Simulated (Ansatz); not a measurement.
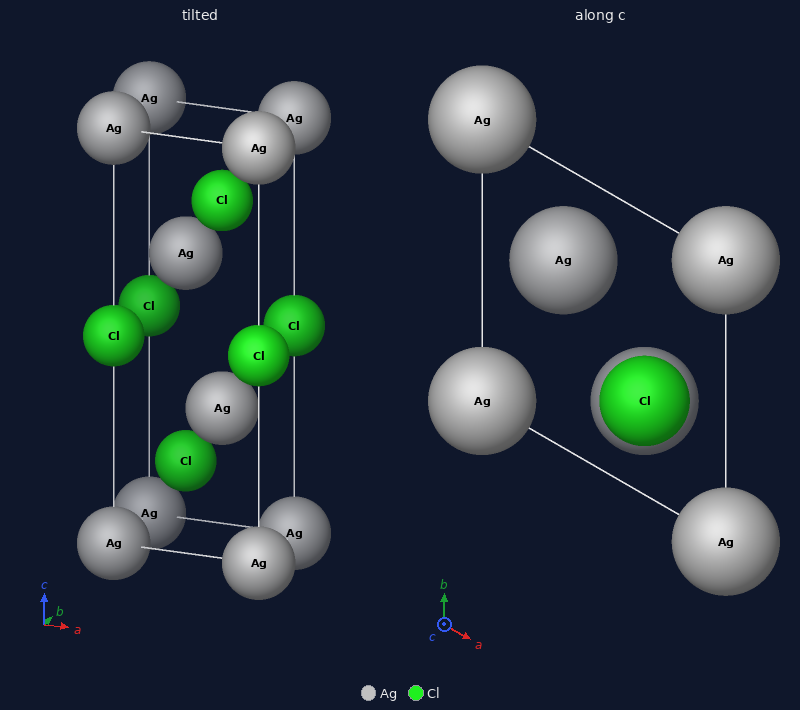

Drawn in the spheres-only manner and seen slightly off an axis and along the c axis. The frame is the conventional unit cell; atoms at its boundary are shown with their periodic copies.

AgCl, space group R-3m (No. 166), a = 4.080 Å, b = 4.080 Å, c = 8.971 Å, α = 90.00°, β = 90.00°, γ = 120.00°. Origin of the cell: a structure type filled with these elements by a generator (whether the compound takes this form wasn't checked). The cell was then strained or its atoms displaced on purpose. It was run through Ansatz as a DFT input.

This one geometry was computed with Ansatz (DFT, plane waves, PAW) at three levels of theory: HSE06, PBE and r2SCAN. It was relaxed with r2SCAN and then strained.

### Which level gives the highest pressure at this volume, and what does that say about its equilibrium volume?

Highest: HSE06 (0.6 GPa) and PBE (0.8 GPa), which points to the largest equilibrium volume. Lowest, with the smallest volume: r2SCAN (-0.8 GPa). Levels within 0.5 GPa of each other can't be told apart.

### How does the band gap change with the level of theory?

PBE: a gap of 0.82 eV, indirect; r2SCAN: a gap of 1.39 eV, indirect; HSE06: a gap of 2.32 eV, indirect.

### Collect the results in a table.

| level | cutoff (eV) | k-mesh of the run's cell | gap (eV) | pressure (GPa) |
| --- | --- | --- | --- | --- |
| HSE06 | 420 | 6×6×6 | 2.32 | 0.6 |
| PBE | 420 | 8×8×8 | 0.82 | 0.8 |
| r2SCAN | 500 | 8×8×8 | 1.39 | -0.8 |

Gaps are taken on the k-mesh or band path of each run.
